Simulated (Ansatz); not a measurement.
**Geometry relaxation of Ti$_{3}$Al (part 1 of 3)**

System: Ti$_{3}$Al (P1, 24 atoms in the cell).
Method: DFT PBE, scalar-relativistic, plane waves, PAW, no spin polarisation (Ansatz 0.2.0).

The structure was made by swapping elements on the sites of another compound; it need not be a known phase. It belongs to a series of runs on one base structure; here: 4 Al and 4 Ti atoms exchanged at random in the cell repeated 3 times. Figures and captions count atoms from 1; the log counts them from 0 in places.

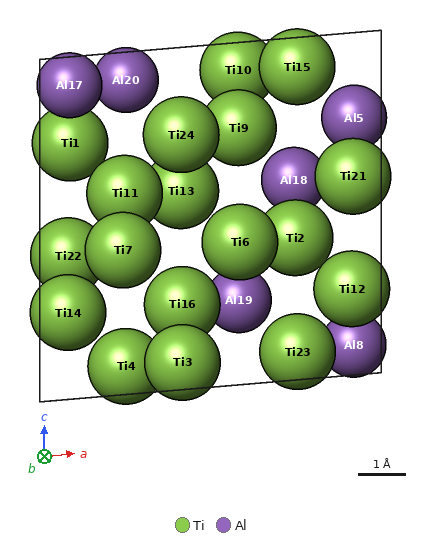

Fig. 1: The starting structure (spheres-only view of the cell of the calculation, along the b axis; atoms are numbered from 1 in the order of the input).

### Summary

| quantity | value |
| --- | --- |
| outcome | converged |
| space group (tolerance 0.01 Å) | P1 (1) |
| electrons treated | 234 |
| free energy | −48223.4360 eV |
| Fermi energy | 12.060 eV |
| gap on the k-point mesh | none (metallic) |
| pressure | −0.04 GPa |
| final volume | 405.92 Å³ |
| largest force (length of the vector) at the end | 0.041 eV/Å |
| final cell | a = 7.524 Å, b = 7.413 Å, c = 7.360 Å, α = 84.26°, β = 85.05°, γ = 85.53° |
| hardware | 4 threads of Arm Neoverse V1, 24 GiB of memory available, shared host |
| wall time | 65 s (CPU time 4.3 min) |
| peak memory | 1.3 GiB |

### The input
```yaml
crystal:
  lattice:
    - [-5.7553065055, 0.0, -4.6543270087]
    - [2.8776532528, 4.9842416403, -4.6543270087]
    - [2.8776532528, -4.9842416403, -4.6543270087]
  atoms:
    - { symbol: Ti, position: [0.0884948081, 0.9138528704, 0.7481606374] }
    - { symbol: Ti, position: [0.7478882252, 0.5865088736, 0.4155754722] }
    - { symbol: Ti, position: [0.4177556642, 0.2478470631, 0.0795735931] }
    - { symbol: Ti, position: [0.2517380722, 0.9148379481, 0.0822848753] }
    - { symbol: Al, position: [0.9210294036, 0.5840509394, 0.751904833] }
    - { symbol: Ti, position: [0.5861418679, 0.2422498954, 0.4167185806] }
    - { symbol: Ti, position: [0.2433353623, 0.0836339937, 0.42234775] }
    - { symbol: Al, position: [0.9194813835, 0.7476922269, 0.0883891235] }
    - { symbol: Ti, position: [0.5818372052, 0.4155656354, 0.7511923728] }
    - { symbol: Ti, position: [0.5800753549, 0.7500328484, 0.9197893447] }
    - { symbol: Ti, position: [0.2483066357, 0.4142071634, 0.5883241713] }
    - { symbol: Ti, position: [0.9140534303, 0.0862980086, 0.2524391236] }
    - { symbol: Ti, position: [0.412840899, 0.7555719376, 0.5813522769] }
    - { symbol: Ti, position: [0.0824468736, 0.4198001643, 0.2539994137] }
    - { symbol: Ti, position: [0.7538388732, 0.0855763968, 0.9145436352] }
    - { symbol: Ti, position: [0.4171689943, 0.5870895893, 0.2491888267] }
    - { symbol: Al, position: [0.0868126331, 0.2485731286, 0.9171833535] }
    - { symbol: Al, position: [0.7445988112, 0.9209517521, 0.5852178801] }
    - { symbol: Al, position: [0.583183473, 0.9200310655, 0.2471825203] }
    - { symbol: Al, position: [0.2521260232, 0.580136487, 0.9185615904] }
    - { symbol: Ti, position: [0.9176089709, 0.2563192016, 0.5806834512] }
    - { symbol: Ti, position: [0.083436515, 0.7513568754, 0.4200405608] }
    - { symbol: Ti, position: [0.755216911, 0.4173943131, 0.0825711556] }
    - { symbol: Ti, position: [0.4141326104, 0.084165368, 0.7450916616] }
  symmetry: { detect: false }
basis:
  ecutwfc: 420
kpoints:
  mp_grid: { grid: [2, 2, 2], shift: [0.5, 0.5, 0.5] }
hamiltonian:
  xc: pbe
scf:
  occupations: { method: gaussian, width: 0.1 }
  lower_state_search: "off"
output:
  forces: true
  stress: true
  eigenvalues: true
relax:
  adjacent_minimum: "off"
  f_tol: 0.04
  max_steps: 50
  cell: { stress_tol: 0.3 }
```

Launch command:
```bash
ansatz run input.yaml --threads 4 --pin off --max-ram 9216MiB --backend cpu --events-out ev --progress --plain --runs-dir out
```

### Log
```
Engine: ansatz 0.2.0, aarch64-unknown-linux-gnu
Pseudopotentials: kind: paw
Pseudopotential: Ti, paw, valence charge 12, recommended cutoff 420 eV (normal), Ti.paw.azcp
Pseudopotential: Al, paw, valence charge 3, recommended cutoff 420 eV (normal), Al.paw.azcp
Functional definition: PBE
  parameter kappa = 0.804
  parameter beta = 0.06672455060314922
  exchange = pbe_x(kappa = kappa, mu = beta*pi^2/3)
  correlation = pbe_c(beta = beta)
Crystal: 24 atoms, lattice volume = 400.540 Å³
Basis set: ecut = 420 eV, 7887 PW (Γ), exchange–correlation on 100×100×100 points (8 copies of the dense FFT grid, shifted against one another)
Bands: 141, of which v1, the nominal top of the filled ones, is band 117 counted from 1 (116 counted from 0)
Symmetry: 1 space group operations
k-points: 4 of 8 (time reversal used)
Non-local potential: Ti, projectors of the file, l = 0: 3, l = 1: 2, l = 2: 3, l = 3: 1
Non-local potential: Al, projectors of the file, l = 0: 2, l = 1: 2, l = 2: 1
PAW form: soft (Blöchl's): semilocal exchange-correlation on the pseudo side does not see the compensation charge
PAW one-centre angular grid: Ti, 590 points (default); XC on 64 Gauss nodes
PAW one-centre angular grid: Al, 110 points (default); XC on 64 Gauss nodes
Initial density: superposition of atomic densities (neutral atoms: chi_scale 0, normalization atom), corrected by the library's trained network
Initial wavefunctions: pseudopotential atomic-orbital guess
Functional: x = pbe(κ = 0.804, μ = 0.2195149727645171), c = pbe(β = 0.06672455060314922)
SCF iter   1: F=—  HF=-48223.053801 eV  |F-HF|=—  |Δ(HF+E_count)|=         —  Δρ=5.84e-3  dr2=1.85e-1  ethr=1.77e-3  ⟨swp⟩=6.8  Hψ=2379  notcnv=0
preconditioner: auto → Kerker (q_TF=auto, 2.495 Å⁻¹)  [metal: Δε(μ)=0.008 eV  Ē_g=2.911 eV  σ=0.100 eV  W_gap=0.05  n_scr=92 (ndim 8)  ℏωp=17.6 eV  f_vac=0.000  D(μ)=27.50/eV (n_scr^D=292)]
SCF iter   2: F=—  HF=-48223.061420 eV  |F-HF|=—  |Δ(HF+E_count)|=   7.62e-3  Δρ=3.39e-3  dr2=5.43e-2  ethr=7.90e-5  ⟨swp⟩=1.5  Hψ=669  notcnv=0
SCF iter   3: F=—  HF=-48223.057754 eV  |F-HF|=—  |Δ(HF+E_count)|=   3.67e-3  Δρ=1.00e-3  dr2=4.61e-3  ethr=2.32e-5  ⟨swp⟩=2.0  Hψ=667  notcnv=0
SCF iter   4: F=—  HF=-48223.057059 eV  |F-HF|=—  |Δ(HF+E_count)|=   6.95e-4  Δρ=2.94e-4  dr2=4.50e-4  ethr=1.97e-6  ⟨swp⟩=2.0  Hψ=692  notcnv=0
SCF iter   5: F=—  HF=-48223.056998 eV  |F-HF|=—  |Δ(HF+E_count)|=   6.16e-5  Δρ=6.44e-5  dr2=2.14e-5  ethr=1.92e-7  ⟨swp⟩=2.0  Hψ=710  notcnv=0
SCF iter   6: F=—  HF=-48223.056343 eV  |F-HF|=—  |Δ(HF+E_count)|=   6.54e-4  Δρ=2.01e-5  dr2=1.83e-6  ethr=9.14e-9  ⟨swp⟩=2.0  Hψ=717  notcnv=0
SCF iter   7: F=—  HF=-48223.056343 eV  |F-HF|=—  |Δ(HF+E_count)|=   2.39e-7  Δρ=5.03e-6  dr2=1.36e-7  ethr=7.82e-10  ⟨swp⟩=2.0  Hψ=719  notcnv=0
SCF iter   8: F=-48223.056343 eV  HF=-48223.056343 eV  |F-HF|=1.02e-8  |Δ(HF+E_count)|=   1.95e-8  Δρ=1.54e-6  dr2=1.35e-8  ethr=4.27e-11  ⟨swp⟩=9.0  Hψ=1819  notcnv=0
SCF 1 converged in 8 iterations: F = -48223.056343 eV  dr2 = 1.35e-8
  greatest PAW one-centre occupation: 0.999 electrons in one spin orbital (limit 2), on the Ti atom at site 6 (counted from 0), in its partial waves of l = 0
relax step   1: F+E_penalty+E_count = -48223.05634297 eV  Δ(F+E_penalty+E_count) = +0.000e0 eV  max|allowed force component| = 6.162e-1 eV/Å  Δτ_max = 0.0000 Å  P = +1.596 GPa  Ω = 400.540 Å³  (8 SCF iters, dr2 threshold 1.00e-7 eV, accepted)
Crystal: 24 atoms, lattice volume = 409.845 Å³
Basis set: ecut = 420 eV, 8025 PW (Γ), exchange–correlation on 100×100×100 points (8 copies of the dense FFT grid, shifted against one another)
Initial density: handed on by an earlier stage of this run
Initial wavefunctions: those handed on with the density
iter 1 solved again at ethr=1.87e-3 eV; its pass at ethr=3.10e-3 eV (dr2=4.37e0 eV) is discarded
SCF iter   1: F=—  HF=-48223.564552 eV  |F-HF|=—  |Δ(HF+E_count)|=         —  Δρ=1.84e-2  dr2=4.39e0  ethr=1.87e-3  ⟨swp⟩=1.0  Hψ=3207  notcnv=0
preconditioner: auto → Kerker (q_TF=auto, 2.485 Å⁻¹)  [metal: Δε(μ)=0.005 eV  Ē_g=2.885 eV  σ=0.100 eV  W_gap=0.03  n_scr=96 (ndim 8)  ℏωp=17.4 eV  f_vac=0.000  D(μ)=25.07/eV (n_scr^D=252)]
SCF iter   2: F=—  HF=-48223.289222 eV  |F-HF|=—  |Δ(HF+E_count)|=   2.75e-1  Δρ=7.63e-3  dr2=7.56e-1  ethr=1.87e-3  ⟨swp⟩=2.0  Hψ=642  notcnv=0
SCF iter   3: F=—  HF=-48223.214006 eV  |F-HF|=—  |Δ(HF+E_count)|=   7.52e-2  Δρ=1.95e-3  dr2=2.67e-2  ethr=3.23e-4  ⟨swp⟩=2.0  Hψ=570  notcnv=0
SCF iter   4: F=—  HF=-48223.210742 eV  |F-HF|=—  |Δ(HF+E_count)|=   3.26e-3  Δρ=4.67e-4  dr2=1.69e-3  ethr=1.14e-5  ⟨swp⟩=2.0  Hψ=744  notcnv=0
SCF iter   5: F=—  HF=-48223.210054 eV  |F-HF|=—  |Δ(HF+E_count)|=   6.88e-4  Δρ=1.16e-4  dr2=6.85e-5  ethr=7.23e-7  ⟨swp⟩=2.0  Hψ=636  notcnv=0
SCF iter   6: F=—  HF=-48223.210049 eV  |F-HF|=—  |Δ(HF+E_count)|=   5.25e-6  Δρ=3.49e-5  dr2=7.00e-6  ethr=2.93e-8  ⟨swp⟩=2.0  Hψ=756  notcnv=0
SCF iter   7: F=-48223.210047 eV  HF=-48223.210048 eV  |F-HF|=8.85e-7  |Δ(HF+E_count)|=   8.61e-7  Δρ=1.26e-5  dr2=1.07e-6  ethr=1.03e-9  ⟨swp⟩=8.5  Hψ=2258  notcnv=0
SCF 2 converged in 7 iterations: F = -48223.210047 eV  dr2 = 1.07e-6
relax step   2: F+E_penalty+E_count = -48223.21004725 eV  Δ(F+E_penalty+E_count) = -1.537e-1 eV  max|allowed force component| = 5.533e-1 eV/Å  Δτ_max = 0.1629 Å  P = -0.931 GPa  Ω = 409.845 Å³  energy of the carried Pulay correction = -1.625e-3 eV  (7 SCF iters, dr2 threshold 2.40e-6 eV, accepted)
Crystal: 24 atoms, lattice volume = 404.618 Å³
Basis set: ecut = 420 eV, 7911 PW (Γ), exchange–correlation on 100×100×100 points (8 copies of the dense FFT grid, shifted against one another)
iter 1 solved again at ethr=4.86e-4 eV; its pass at ethr=3.10e-3 eV (dr2=1.14e0 eV) is discarded
SCF iter   1: F=—  HF=-48223.503502 eV  |F-HF|=—  |Δ(HF+E_count)|=         —  Δρ=1.04e-2  dr2=1.15e0  ethr=4.86e-4  ⟨swp⟩=1.0  Hψ=2740  notcnv=0
preconditioner: auto → Kerker (q_TF=auto, 2.490 Å⁻¹)  [metal: Δε(μ)=0.055 eV  Ē_g=2.906 eV  σ=0.100 eV  W_gap=0.28  n_scr=94 (ndim 8)  ℏωp=17.5 eV  f_vac=0.000  D(μ)=25.74/eV (n_scr^D=258)]
SCF iter   2: F=—  HF=-48223.421239 eV  |F-HF|=—  |Δ(HF+E_count)|=   8.23e-2  Δρ=4.46e-3  dr2=2.07e-1  ethr=4.86e-4  ⟨swp⟩=1.0  Hψ=564  notcnv=0
SCF iter   3: F=—  HF=-48223.397335 eV  |F-HF|=—  |Δ(HF+E_count)|=   2.39e-2  Δρ=1.04e-3  dr2=7.51e-3  ethr=8.86e-5  ⟨swp⟩=2.0  Hψ=580  notcnv=0
SCF iter   4: F=—  HF=-48223.396121 eV  |F-HF|=—  |Δ(HF+E_count)|=   1.21e-3  Δρ=2.04e-4  dr2=2.46e-4  ethr=3.21e-6  ⟨swp⟩=2.0  Hψ=747  notcnv=0
SCF iter   5: F=—  HF=-48223.395215 eV  |F-HF|=—  |Δ(HF+E_count)|=   9.06e-4  Δρ=5.76e-5  dr2=1.85e-5  ethr=1.05e-7  ⟨swp⟩=2.0  Hψ=683  notcnv=0
SCF iter   6: F=-48223.395212 eV  HF=-48223.395213 eV  |F-HF|=1.19e-6  |Δ(HF+E_count)|=   1.90e-6  Δρ=1.68e-5  dr2=1.62e-6  ethr=1.03e-9  ⟨swp⟩=8.0  Hψ=2436  notcnv=0
SCF 3 converged in 6 iterations: F = -48223.395212 eV  dr2 = 1.62e-6
relax step   3: F+E_penalty+E_count = -48223.39521159 eV  Δ(F+E_penalty+E_count) = -1.852e-1 eV  max|allowed force component| = 1.984e-1 eV/Å  Δτ_max = 0.1041 Å  P = +0.358 GPa  Ω = 404.618 Å³  energy of the carried Pulay correction = -7.166e-4 eV  (6 SCF iters, dr2 threshold 2.40e-6 eV, accepted)
Crystal: 24 atoms, lattice volume = 405.920 Å³
Basis set: ecut = 420 eV, 7939 PW (Γ), exchange–correlation on 100×100×100 points (8 copies of the dense FFT grid, shifted against one another)
iter 1 solved again at ethr=3.12e-5 eV; its pass at ethr=3.10e-3 eV (dr2=7.29e-2 eV) is discarded
SCF iter   1: F=—  HF=-48223.442514 eV  |F-HF|=—  |Δ(HF+E_count)|=         —  Δρ=2.71e-3  dr2=7.23e-2  ethr=3.12e-5  ⟨swp⟩=1.8  Hψ=2199  notcnv=0
preconditioner: auto → Kerker (q_TF=auto, 2.489 Å⁻¹)  [metal: Δε(μ)=0.062 eV  Ē_g=2.897 eV  σ=0.100 eV  W_gap=0.32  n_scr=94 (ndim 8)  ℏωp=17.5 eV  f_vac=0.000  D(μ)=25.37/eV (n_scr^D=258)]
SCF iter   2: F=—  HF=-48223.437521 eV  |F-HF|=—  |Δ(HF+E_count)|=   4.99e-3  Δρ=1.27e-3  dr2=1.46e-2  ethr=3.09e-5  ⟨swp⟩=1.0  Hψ=564  notcnv=0
SCF iter   3: F=—  HF=-48223.435902 eV  |F-HF|=—  |Δ(HF+E_count)|=   1.62e-3  Δρ=2.73e-4  dr2=4.32e-4  ethr=6.23e-6  ⟨swp⟩=2.0  Hψ=616  notcnv=0
SCF iter   4: F=—  HF=-48223.434983 eV  |F-HF|=—  |Δ(HF+E_count)|=   9.19e-4  Δρ=5.19e-5  dr2=1.22e-5  ethr=1.85e-7  ⟨swp⟩=2.0  Hψ=746  notcnv=0
iter 5 did not close the SCF: its close was put off for the readings that it lacked (scf_convergence_deferred on its scf_iter line)
SCF iter   5: F=-48223.434981 eV  HF=-48223.434982 eV  |F-HF|=9.37e-7  |Δ(HF+E_count)|=   1.31e-6  Δρ=1.53e-5  dr2=1.37e-6  ethr=5.22e-9  ⟨swp⟩=2.0  Hψ=756  notcnv=0
SCF iter   6: F=-48223.434982 eV  HF=-48223.434982 eV  |F-HF|=1.10e-7  |Δ(HF+E_count)|=   1.38e-7  Δρ=4.83e-6  dr2=1.39e-7  ethr=5.85e-10  ⟨swp⟩=5.0  Hψ=2023  notcnv=0
SCF 4 converged in 6 iterations: F = -48223.434982 eV  dr2 = 1.39e-7
relax step   4: F+E_penalty+E_count = -48223.43498171 eV  Δ(F+E_penalty+E_count) = -3.977e-2 eV  max|allowed force component| = 3.430e-2 eV/Å  Δτ_max = 0.0362 Å  P = -0.047 GPa  Ω = 405.920 Å³  energy of the carried Pulay correction = -9.439e-4 eV  (6 SCF iters, dr2 threshold 2.40e-6 eV, accepted)
Basis set: ecut = 420 eV, 7939 PW (Γ), exchange–correlation on 108×100×100 points (8 copies of the dense FFT grid, shifted against one another)
Initial wavefunctions: pseudopotential atomic-orbital guess (no wavefunctions were taken with the density)
iter 1 solved again at ethr=9.61e-6 eV; its pass at ethr=3.10e-3 eV (dr2=2.25e-2 eV) is discarded
SCF iter   1: F=—  HF=-48223.436808 eV  |F-HF|=—  |Δ(HF+E_count)|=         —  Δρ=1.28e-4  dr2=1.86e-6  ethr=9.61e-6  ⟨swp⟩=2.0  Hψ=3131  notcnv=0
eigensolver tolerance schedule: the retry pair's looser diagonalisation over-reported the residual by 12097.61 of it (diagonalisation noise at an unbounded share of the residual, at the tolerance the schedule requests for it); recorded, not acted on — ethr = c·dr2/N_el stays at c = 1.0e-1
preconditioner: auto → Kerker (q_TF=auto, 2.489 Å⁻¹)  [metal: Δε(μ)=0.062 eV  Ē_g=2.897 eV  σ=0.100 eV  W_gap=0.31  n_scr=94 (ndim 8)  ℏωp=17.5 eV  f_vac=0.000  D(μ)=25.46/eV (n_scr^D=258)]
SCF iter   2: F=—  HF=-48223.436003 eV  |F-HF|=—  |Δ(HF+E_count)|=   8.04e-4  Δρ=6.48e-5  dr2=4.65e-7  ethr=7.94e-10  ⟨swp⟩=3.0  Hψ=1209  notcnv=0
SCF iter   3: F=—  HF=-48223.436039 eV  |F-HF|=—  |Δ(HF+E_count)|=   3.58e-5  Δρ=1.33e-5  dr2=4.16e-8  ethr=1.99e-10  ⟨swp⟩=2.0  Hψ=690  notcnv=0
iter 4 did not close the SCF: its close was put off for the readings that it lacked (scf_convergence_deferred on its scf_iter line)
SCF iter   4: F=-48223.436041 eV  HF=-48223.436041 eV  |F-HF|=2.66e-9  |Δ(HF+E_count)|=   1.51e-6  Δρ=1.02e-6  dr2=4.14e-9  ethr=1.78e-11  ⟨swp⟩=2.8  Hψ=942  notcnv=0
iter 5 did not close the SCF: its close was put off for the readings that it lacked (scf_convergence_deferred on its scf_iter line)
SCF iter   5: F=-48223.436041 eV  HF=-48223.436041 eV  |F-HF|=1.09e-10  |Δ(HF+E_count)|=  1.96e-10  Δρ=3.09e-7  dr2=3.49e-10  ethr=1.77e-12  ⟨swp⟩=2.0  Hψ=671  notcnv=0
SCF iter   6: F=-48223.436041 eV  HF=-48223.436041 eV  |F-HF|=7.28e-12  |Δ(HF+E_count)|=  2.91e-11  Δρ=6.13e-8  dr2=1.73e-11  ethr=1.00e-12  ⟨swp⟩=3.2  Hψ=1352  notcnv=0
SCF 5 converged in 6 iterations: F = -48223.436041 eV  dr2 = 1.73e-11
relax step   5: F+E_penalty+E_count = -48223.43604081 eV  Δ(F+E_penalty+E_count) = -1.059e-3 eV  max|allowed force component| = 3.431e-2 eV/Å  Δτ_max = 0.0000 Å  P = -0.044 GPa  Ω = 405.920 Å³  stress off target by 1.04e-1 GPa  SCF on the basis re-selected at this cell (its energy is not comparable with the rows above)  (6 SCF iters)
```

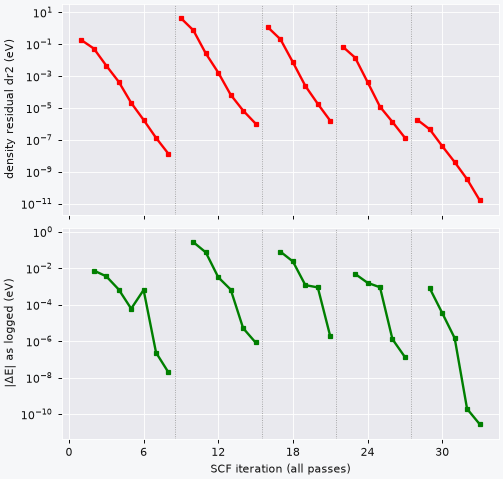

Fig. 2: Convergence of the self-consistent field: density residual dr2 and size of the energy change against the SCF iteration. The dotted lines part the SCF passes of the relaxation: geometry steps, rejected trials and re-solves on a re-selected basis. The 5 passes take 6 to 8 iterations each, 33 in all.
